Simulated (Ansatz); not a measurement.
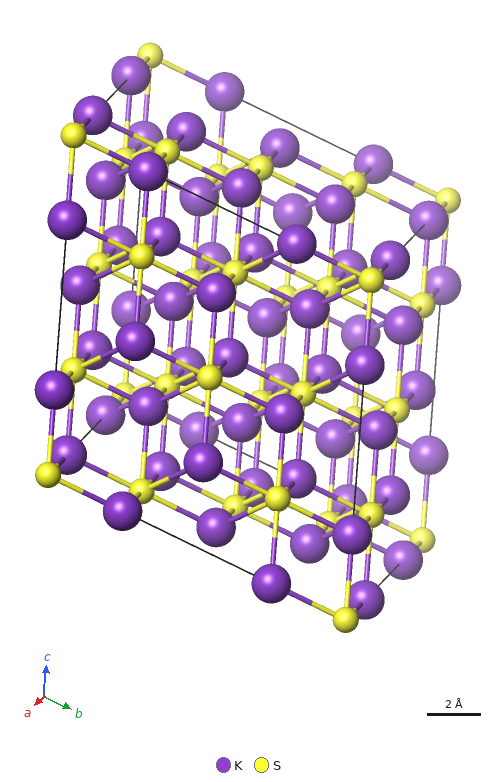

*The structure (ball-and-stick view of the cell of the calculation, seen slightly off an axis).*

## Single-point calculation of K2S

The run: single-point calculation of K2S (Fm-3m, 48 atoms in the cell). Method and program: DFT, LDA, plane waves, PAW, no spin polarisation (Ansatz 0.2.0).

The structure derives from a Materials Project entry.

### The program's output
```
Warning: basis.ecutwfc = 349.6663132609458 eV is below the records' recommended 420 eV, and the density's cutoff is lower with it unless basis.ecutrho_ratio is high enough to keep the records' density cutoff: compare with a run at a higher cutoff
band count auto-derived: 255 (N_el = 384.0; filled up to band 192; 240 by the electrons, moments and atoms)
Engine: ansatz 0.2.0, x86_64-unknown-linux-gnu
Pseudopotentials: kind: paw
Pseudopotential: K, paw, valence charge 9, recommended cutoff 420 eV (normal), K.paw.azcp
Pseudopotential: S, paw, valence charge 6, recommended cutoff 420 eV (normal), S.paw.azcp
Functional definition: SPW92
  exchange = slater_x
  correlation = pw_c
Crystal: 48 atoms, lattice volume = 1662.031 Å³
Basis set: ecut = 349.6663132609458 eV, 24643 PW (Γ), exchange–correlation on 160×160×160 points (8 copies of the dense FFT grid, shifted against one another)
Bands: 255, of which v1, the nominal top of the filled ones, is band 192 counted from 1 (191 counted from 0)
Symmetry: 768 space group operations
Space group: Fm-3m (ITA 225), of the structure as read, at distance tolerance 1.2e-4 Å
k-points: 2 of 8
Non-local potential: K, projectors of the file, l = 0: 3, l = 1: 2, l = 2: 2
Non-local potential: S, projectors of the file, l = 0: 2, l = 1: 2, l = 2: 2
PAW form: soft (Blöchl's): semilocal exchange-correlation on the pseudo side does not see the compensation charge
PAW frozen core: K, regenerated for the run's functional, and the local potential with it (the file was generated under x = pbe(κ = 0.804, μ = 0.2195149727645171), c = pbe(β = 0.06672455060314922))
PAW frozen core: S, regenerated for the run's functional, and the local potential with it (the file was generated under x = pbe(κ = 0.804, μ = 0.2195149727645171), c = pbe(β = 0.06672455060314922))
PAW one-centre angular grid: K, 110 points (default); XC on 64 Gauss nodes
PAW one-centre angular grid: S, 110 points (default); XC on 64 Gauss nodes
Initial density: superposition of atomic densities (neutral atoms: chi_scale 0, normalization atom), corrected by the library's trained network
Initial wavefunctions: pseudopotential atomic-orbital guess
Functional: x = slater, c = lda
SCF iter   1: F=—  HF=-61845.928591 eV  |F-HF|=—  |Δ(HF+E_count)|=         —  Δρ=5.09e-3  dr2=5.35e-1  ethr=1.77e-3  ⟨swp⟩=9.0  Hψ=2508  notcnv=0
preconditioner: auto → Resta (q_TF=auto, 2.137 Å⁻¹)  ε∞=2.4  [insulator: Δε(μ)=2.413 eV  Ē_g=13.615 eV  σ=0.200 eV  W_gap=0.99  n_scr=248 (ndim 8)  ℏωp=16.3 eV  f_vac=0.141  D(μ)=0.20/eV (n_scr^D=0)  ε∞_Penn≈2.4]
SCF iter   2: F=—  HF=-61845.800404 eV  |F-HF|=—  |Δ(HF+E_count)|=   1.28e-1  Δρ=2.48e-3  dr2=6.50e-2  ethr=1.39e-4  ⟨swp⟩=2.0  Hψ=681  notcnv=0
SCF iter   3: F=—  HF=-61845.780856 eV  |F-HF|=—  |Δ(HF+E_count)|=   1.95e-2  Δρ=7.88e-4  dr2=1.11e-2  ethr=1.69e-5  ⟨swp⟩=2.0  Hψ=830  notcnv=0
SCF iter   4: F=—  HF=-61845.778404 eV  |F-HF|=—  |Δ(HF+E_count)|=   2.45e-3  Δρ=1.06e-4  dr2=3.03e-4  ethr=2.88e-6  ⟨swp⟩=2.0  Hψ=576  notcnv=0
SCF iter   5: F=—  HF=-61845.778442 eV  |F-HF|=—  |Δ(HF+E_count)|=   3.82e-5  Δρ=3.34e-5  dr2=2.64e-5  ethr=7.89e-8  ⟨swp⟩=2.0  Hψ=541  notcnv=0
SCF iter   6: F=—  HF=-61845.779670 eV  |F-HF|=—  |Δ(HF+E_count)|=   1.23e-3  Δρ=5.02e-6  dr2=5.80e-7  ethr=6.86e-9  ⟨swp⟩=2.0  Hψ=614  notcnv=0
SCF iter   7: F=-61845.779671 eV  HF=-61845.779671 eV  |F-HF|=7.88e-9  |Δ(HF+E_count)|=   1.08e-6  Δρ=6.65e-7  dr2=5.94e-9  ethr=2.60e-11  ⟨swp⟩=8.5  Hψ=1996  notcnv=0
SCF 1 converged in 7 iterations: F = -61845.779671 eV  dr2 = 5.94e-9
  greatest PAW one-centre occupation: 0.985 electrons in one spin orbital (limit 2), on the K atom at site 31 (counted from 0), in its partial waves of l = 0
SCF converged after 7 iterations
Free energy (F): -61845.779671 eV
Harris-Foulkes:  -61845.779671 eV  (|F-HF|=7.88e-9)
Internal energy: -61845.729706 eV  (E = F + TS)
E sigma→0 (E₀):  -61845.754688 eV
Entropy (-TS):   -0.049965 eV (-1.041 meV/atom)
Fermi energy:    3.734718 eV
--- Per-component energies (eV) ---
  E_band       = -3760.957814
  E_kinetic    = 9820.362998
  E_local      = -22286.330005  (includes V_loc(G=0)·N_el)
  E_nonlocal   = 962.422044
  E_hartree    = 7721.534356
  E_xc         = -5794.659492
  E_vxc        = -6636.285743  (∫ρ·V_xc dr)
  E_paw        = -32865.978184  (= ΣΔE_a)
  E_vpaw       = -1064.198351  (= ΣTr[D̂ρ^β])
  E_aug_tail   = -0.000162  (compensation charges beyond the density's cutoff)
  E_ewald      = -19413.772421
  E_core_change = 10.691159  (= ΣΔE_core)
  E_smearing   = -0.049965  (= −TS)
  E_closure    = -0.000000  (closes the sum)
  Σ components = -61845.779671   (vs F -61845.779671, Δ=0.00e0)
--- Forces (eV/Å), atoms counted from 1 ---
  atom   1  K     -0.00000000     0.00000000     0.00000000
  atom   2  K      0.00000000    -0.00000000     0.00000000
  atom   3  K      0.00000000    -0.00000000     0.00000000
  atom   4  K      0.00000000    -0.00000000     0.00000000
  atom   5  K      0.00000000     0.00000000    -0.00000000
  atom   6  K      0.00000000     0.00000000    -0.00000000
  atom   7  K      0.00000000    -0.00000000     0.00000000
  atom   8  K      0.00000000     0.00000000    -0.00000000
  atom   9  K      0.00000000    -0.00000000    -0.00000000
  atom  10  K      0.00000000    -0.00000000     0.00000000
  atom  11  K      0.00000000    -0.00000000     0.00000000
  atom  12  K      0.00000000    -0.00000000    -0.00000000
  atom  13  K      0.00000000    -0.00000000     0.00000000
  atom  14  K      0.00000000     0.00000000    -0.00000000
  atom  15  K      0.00000000    -0.00000000     0.00000000
  atom  16  K      0.00000000     0.00000000     0.00000000
  atom  17  K     -0.00000000    -0.00000000     0.00000000
  atom  18  K     -0.00000000    -0.00000000     0.00000000
  atom  19  K     -0.00000000    -0.00000000     0.00000000
  atom  20  K     -0.00000000    -0.00000000     0.00000000
  atom  21  K     -0.00000000    -0.00000000     0.00000000
  atom  22  K     -0.00000000    -0.00000000     0.00000000
  atom  23  K     -0.00000000    -0.00000000     0.00000000
  atom  24  K     -0.00000000     0.00000000     0.00000000
  atom  25  K     -0.00000000    -0.00000000     0.00000000
  atom  26  K     -0.00000000     0.00000000    -0.00000000
  atom  27  K     -0.00000000     0.00000000     0.00000000
  atom  28  K     -0.00000000    -0.00000000     0.00000000
  atom  29  K     -0.00000000    -0.00000000    -0.00000000
  atom  30  K     -0.00000000    -0.00000000    -0.00000000
  atom  31  K      0.00000000     0.00000000    -0.00000000
  atom  32  K     -0.00000000    -0.00000000    -0.00000000
  atom  33  S     -0.00000000     0.00000000    -0.00000000
  atom  34  S      0.00000000    -0.00000000     0.00000000
  atom  35  S      0.00000000    -0.00000000     0.00000000
  atom  36  S     -0.00000000    -0.00000000    -0.00000000
  atom  37  S     -0.00000000     0.00000000     0.00000000
  atom  38  S     -0.00000000    -0.00000000     0.00000000
  atom  39  S      0.00000000    -0.00000000     0.00000000
  atom  40  S     -0.00000000    -0.00000000    -0.00000000
  atom  41  S      0.00000000    -0.00000000    -0.00000000
  atom  42  S      0.00000000    -0.00000000    -0.00000000
  atom  43  S      0.00000000    -0.00000000     0.00000000
  atom  44  S      0.00000000    -0.00000000     0.00000000
  atom  45  S     -0.00000000    -0.00000000    -0.00000000
  atom  46  S      0.00000000    -0.00000000     0.00000000
  atom  47  S     -0.00000000     0.00000000     0.00000000
  atom  48  S      0.00000000    -0.00000000     0.00000000
  max |Σ_I F_I| component: 4.45e-25 eV/Å
--- Stress (GPa, compression-positive) ---
       -2.040723       0.000000       0.000000
       -0.000000      -2.040723       0.000000
       -0.000000       0.000000      -2.040723
  P = ⅓ Tr σ = -2.0407 GPa (-20.407 kbar)
--- Band table (eV) ---
  k-point 0: bands = ["-26.7307", "-26.7307", "-26.7307", "-26.7307", "-26.7110", "-26.7110", "-26.7110", "-26.7110", "-26.7110", "-26.7110", "-26.7110", "-26.7110", "-26.7110", "-26.7110", "-26.7110", "-26.7110", "-26.6922", "-26.6922", "-26.6922", "-26.6922", "-26.6922", "-26.6922", "-26.6922", "-26.6922", "-26.6922", "-26.6922", "-26.6922", "-26.6922", "-26.6739", "-26.6739", "-26.6739", "-26.6739", "-10.6500", "-10.6500", "-10.6500", "-10.6500", "-10.6500", "-10.6500", "-10.6500", "-10.6500",
      "-10.6500", "-10.6500", "-10.6500", "-10.6500", "-10.5524", "-10.5524", "-10.5524", "-10.5524", "-10.5524", "-10.5524", "-10.5524", "-10.5524", "-10.5524", "-10.5524", "-10.5524", "-10.5524", "-10.5404", "-10.5404", "-10.5404", "-10.5404", "-10.5404", "-10.5404", "-10.5404", "-10.5404", "-10.5404", "-10.5404", "-10.5404", "-10.5404", "-10.5196", "-10.5196", "-10.5196", "-10.5196", "-10.5003", "-10.5003", "-10.5003", "-10.5003", "-10.5003", "-10.5003", "-10.5003", "-10.5003",
      "-10.3753", "-10.3753", "-10.3753", "-10.3753", "-10.3330", "-10.3330", "-10.3330", "-10.3330", "-10.3330", "-10.3330", "-10.3330", "-10.3330", "-10.3162", "-10.3162", "-10.3162", "-10.3162", "-10.3162", "-10.3162", "-10.3162", "-10.3162", "-10.3162", "-10.3162", "-10.3162", "-10.3162", "-10.3050", "-10.3050", "-10.3050", "-10.3050", "-10.3050", "-10.3050", "-10.3050", "-10.3050", "-10.3050", "-10.3050", "-10.3050", "-10.3050", "-10.2837", "-10.2837", "-10.2837", "-10.2837",
      "-10.2837", "-10.2837", "-10.2837", "-10.2837", "-10.2837", "-10.2837", "-10.2837", "-10.2837", "-7.2900", "-7.2900", "-7.2900", "-7.2900", "-7.1762", "-7.1762", "-7.1762", "-7.1762", "-7.1762", "-7.1762", "-7.1762", "-7.1762", "-7.1762", "-7.1762", "-7.1762", "-7.1762", "1.5666", "1.5666", "1.5666", "1.5666", "1.5666", "1.5666", "1.5666", "1.5666", "1.5666", "1.5666", "1.5666", "1.5666", "1.6553", "1.6553", "1.6553", "1.6553",
      "1.9894", "1.9894", "1.9894", "1.9894", "1.9894", "1.9894", "1.9894", "1.9894", "1.9894", "1.9894", "1.9894", "1.9894", "2.0417", "2.0417", "2.0417", "2.0417", "2.0417", "2.0417", "2.0417", "2.0417", "2.1347", "2.1347", "2.1347", "2.1347", "2.1347", "2.1347", "2.1347", "2.1347", "2.1347", "2.1347", "2.1347", "2.1347", "5.2941", "5.2941", "5.2941", "5.2941", "5.8779", "5.8779", "5.8779", "5.8779",
      "5.8779", "5.8779", "5.8779", "5.8779", "5.8779", "5.8779", "5.8779", "5.8779", "7.3784", "7.3784", "7.3784", "7.3784", "7.3784", "7.3784", "7.3784", "7.3784", "7.3784", "7.3784", "7.3784", "7.3784", "7.5314", "7.5314", "7.5314", "7.5314", "7.5314", "7.5314", "7.5314", "7.5314", "7.7740", "7.7740", "7.7740", "7.7740", "7.7740", "7.7740", "7.7740", "7.7740", "7.7740", "7.7740", "7.7740", "7.7740",
      "8.2224", "8.2224", "8.2224", "8.2224", "8.2224", "8.2224", "8.2224", "8.2224", "8.2224", "8.2224", "8.2224", "8.2224", "8.3413", "8.3413", "8.3413"]
  k-point 1: bands = ["-26.7388", "-26.7249", "-26.7249", "-26.7249", "-26.7249", "-26.7189", "-26.7113", "-26.7113", "-26.7113", "-26.7113", "-26.7108", "-26.7108", "-26.7055", "-26.7055", "-26.7055", "-26.7055", "-26.6976", "-26.6976", "-26.6976", "-26.6976", "-26.6923", "-26.6923", "-26.6923", "-26.6923", "-26.6920", "-26.6920", "-26.6843", "-26.6792", "-26.6792", "-26.6792", "-26.6792", "-26.6663", "-10.7175", "-10.7175", "-10.6724", "-10.6724", "-10.6724", "-10.6724", "-10.6698", "-10.6029",
      "-10.6029", "-10.5847", "-10.5847", "-10.5847", "-10.5847", "-10.5823", "-10.5823", "-10.5816", "-10.5816", "-10.5816", "-10.5816", "-10.5789", "-10.5789", "-10.5789", "-10.5789", "-10.5440", "-10.5440", "-10.5397", "-10.5397", "-10.5164", "-10.5164", "-10.5164", "-10.5164", "-10.5057", "-10.5057", "-10.5057", "-10.5057", "-10.4878", "-10.4831", "-10.4831", "-10.4831", "-10.4831", "-10.4386", "-10.4386", "-10.4386", "-10.4386", "-10.4380", "-10.4380", "-10.4380", "-10.4380",
      "-10.4222", "-10.4222", "-10.4222", "-10.4222", "-10.4218", "-10.4218", "-10.4218", "-10.4218", "-10.4032", "-10.4032", "-10.4032", "-10.4032", "-10.3885", "-10.3885", "-10.3885", "-10.3885", "-10.3636", "-10.3330", "-10.3330", "-10.3330", "-10.3330", "-10.3109", "-10.3109", "-10.3109", "-10.3109", "-10.3088", "-10.3088", "-10.2909", "-10.2909", "-10.2909", "-10.2909", "-10.2891", "-10.2891", "-10.2734", "-10.2715", "-10.2715", "-10.2715", "-10.2715", "-10.2636", "-10.2636",
      "-10.2539", "-10.2539", "-10.2478", "-10.2478", "-10.2478", "-10.2478", "-10.2320", "-10.2320", "-7.3506", "-7.2437", "-7.2437", "-7.2437", "-7.2437", "-7.1998", "-7.1998", "-7.1998", "-7.1998", "-7.1838", "-7.1655", "-7.1655", "-7.1655", "-7.1655", "-7.1526", "-7.1526", "1.4231", "1.5007", "1.5007", "1.5708", "1.5708", "1.5708", "1.5708", "1.5835", "1.5835", "1.5835", "1.5835", "1.7270", "1.7270", "1.7270", "1.7270", "1.8069",
      "1.8178", "1.8178", "1.8178", "1.8178", "2.0083", "2.0083", "2.0302", "2.0302", "2.0302", "2.0302", "2.0354", "2.0354", "2.0354", "2.0354", "2.0457", "2.0457", "2.0772", "2.0772", "2.0772", "2.0772", "2.1026", "2.1026", "2.1026", "2.1026", "2.1357", "2.1357", "2.1357", "2.1357", "2.1397", "2.1397", "2.1564", "2.1564", "4.6645", "5.5543", "5.5543", "5.6436", "5.7327", "5.7327", "5.7327", "5.7327",
      "5.8431", "5.8431", "5.8431", "5.8431", "6.2243", "6.2243", "6.2243", "6.2243", "7.0609", "7.0609", "7.0609", "7.0609", "7.1156", "7.1156", "7.1156", "7.1156", "7.2997", "7.2997", "7.3127", "7.4435", "7.4435", "7.4435", "7.4435", "7.4911", "7.5423", "7.5563", "7.7466", "7.7466", "7.7466", "7.7466", "7.8072", "7.8072", "7.8072", "7.8072", "7.8748", "7.8748", "7.8748", "7.8748", "7.9881", "7.9881",
      "7.9881", "7.9881", "8.1371", "8.1371", "8.2380", "8.2380", "8.2380", "8.2380", "8.3134", "8.4104", "8.4104", "8.4104", "8.4104", "8.7217", "8.7217"]
```

This output came from the following input.

### Input
```yaml
crystal:
  lattice:
    - [7.4620771428, 7.4620771428, 7.4620771428]
    - [-7.4620771428, 7.4620771428, -7.4620771428]
    - [-7.4620771428, -7.4620771428, 7.4620771428]
  atoms:
    - { symbol: K, position: [0.75, 0.0, 0.0] }
    - { symbol: K, position: [0.75, 0.75, 0.25] }
    - { symbol: K, position: [0.0, 0.75, 0.0] }
    - { symbol: K, position: [0.75, 0.5, 0.5] }
    - { symbol: K, position: [0.0, 0.5, 0.25] }
    - { symbol: K, position: [0.25, 0.5, 0.0] }
    - { symbol: K, position: [0.75, 0.25, 0.75] }
    - { symbol: K, position: [0.0, 0.25, 0.5] }
    - { symbol: K, position: [0.25, 0.25, 0.25] }
    - { symbol: K, position: [0.5, 0.25, 0.0] }
    - { symbol: K, position: [0.0, 0.0, 0.75] }
    - { symbol: K, position: [0.25, 0.0, 0.5] }
    - { symbol: K, position: [0.5, 0.0, 0.25] }
    - { symbol: K, position: [0.25, 0.75, 0.75] }
    - { symbol: K, position: [0.5, 0.75, 0.5] }
    - { symbol: K, position: [0.5, 0.5, 0.75] }
    - { symbol: K, position: [0.25, 0.0, 0.0] }
    - { symbol: K, position: [0.25, 0.75, 0.25] }
    - { symbol: K, position: [0.5, 0.75, 0.0] }
    - { symbol: K, position: [0.25, 0.5, 0.5] }
    - { symbol: K, position: [0.5, 0.5, 0.25] }
    - { symbol: K, position: [0.75, 0.5, 0.0] }
    - { symbol: K, position: [0.25, 0.25, 0.75] }
    - { symbol: K, position: [0.5, 0.25, 0.5] }
    - { symbol: K, position: [0.75, 0.25, 0.25] }
    - { symbol: K, position: [0.0, 0.25, 0.0] }
    - { symbol: K, position: [0.5, 0.0, 0.75] }
    - { symbol: K, position: [0.75, 0.0, 0.5] }
    - { symbol: K, position: [0.0, 0.0, 0.25] }
    - { symbol: K, position: [0.75, 0.75, 0.75] }
    - { symbol: K, position: [0.0, 0.75, 0.5] }
    - { symbol: K, position: [0.0, 0.5, 0.75] }
    - { symbol: S, position: [0.5, 0.25, 0.25] }
    - { symbol: S, position: [0.5, 0.0, 0.5] }
    - { symbol: S, position: [0.75, 0.0, 0.25] }
    - { symbol: S, position: [0.5, 0.75, 0.75] }
    - { symbol: S, position: [0.75, 0.75, 0.5] }
    - { symbol: S, position: [0.0, 0.75, 0.25] }
    - { symbol: S, position: [0.5, 0.5, 0.0] }
    - { symbol: S, position: [0.75, 0.5, 0.75] }
    - { symbol: S, position: [0.0, 0.5, 0.5] }
    - { symbol: S, position: [0.25, 0.5, 0.25] }
    - { symbol: S, position: [0.75, 0.25, 0.0] }
    - { symbol: S, position: [0.0, 0.25, 0.75] }
    - { symbol: S, position: [0.25, 0.25, 0.5] }
    - { symbol: S, position: [0.0, 0.0, 0.0] }
    - { symbol: S, position: [0.25, 0.0, 0.75] }
    - { symbol: S, position: [0.25, 0.75, 0.0] }
basis:
  ecutwfc: "25.7 Ry"
  xc_grid: 2
kpoints:
  mp_grid: { grid: [2, 2, 2], shift: [0.5, 0.5, 0.5] }
hamiltonian:
  xc: lda
scf:
  occupations: { method: fermi_dirac, width: 0.2 }
output:
  forces: true
  eigenvalues: true
  stress: true
```

Launched with:
```bash
ansatz run input.yaml --threads 4 --pin off --max-ram 6144MiB --backend cpu --events-out ev --progress --plain --runs-dir out
```

### Key numbers

```tsv
quantity	value
outcome	converged
space group (tolerance 0.01 Å)	Fm-3m (225)
electrons treated	384
free energy	−61845.7797 eV
Fermi energy	3.735 eV
gap on the k-point mesh	2.51 eV
pressure	−2.04 GPa
largest force (length of the vector)	under 0.001 eV/Å
hardware	4 threads of AMD EPYC (Zen 5), 16 GiB of memory available, shared host
wall time	4.1 s (CPU time 15 s)
peak memory	3 GiB
```

Settings chosen away from the usual ones: hamiltonian.xc set to lda (from pbe); scf.occupations.method set to fermi_dirac (from gaussian); scf.occupations.width set to 0.2 (from 0.01); basis.ecutwfc set to 25.7 Ry (from 420). These settings are looser than, or depart from, a standard set-up, so the numbers are not reference values for this system. Warnings of the run: the cutoff is below the recommended one.
